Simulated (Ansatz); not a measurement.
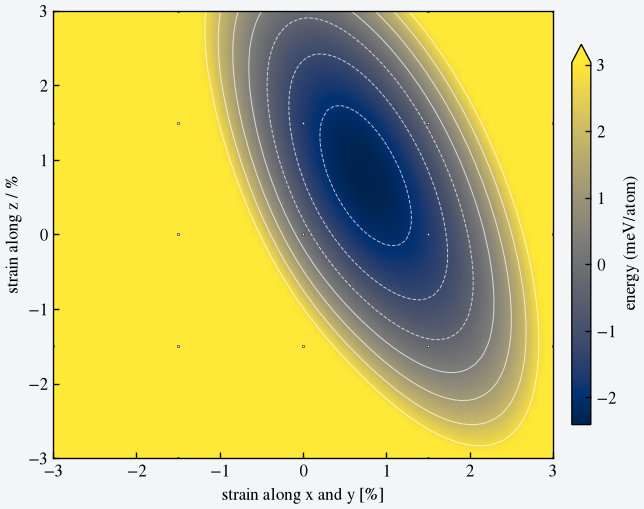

Sn (Fd-3m, No. 227; 2 atoms in the cell). The cell is strained homogeneously, by one strain along x and y and another along z, with fractional coordinates fixed (x, y and z along the cube axes). First axis: strain along x and y. Second axis: strain along z. The grid has 5 × 5 points. Energies: meV/atom, counted from the unstrained cell. The reference cell is the one listed in the database, not relaxed at this level. These are results of DFT PBEsol, scalar-relativistic, plane waves, PAW (Ansatz 0.2.0), not measurements. Settings: cutoff 420 eV, k-mesh 12×12×12, gaussian smearing 0.15 eV, no spin polarisation.

The picture shows a smooth colour map with a few white contour lines, dots at the grid points, one colour for all values above the top of the scale. Between grid points the surface is interpolated.

### Estimate the clamped-ion elastic constants that this map fixes.

With the cell volume of 68.4 Å³, the curvatures of the interpolated surface at its minimum give C₁₁ + C₂₂ + 2C₁₂ ≈ 187 GPa, C₃₃ ≈ 62 GPa and C₁₃ + C₂₃ ≈ 64 GPa (clamped ions, Cartesian axes of the cell). A stretch of 1 % along z with free sides (kept equal in x and y) would change the in-plane lengths by about −0.34 %.
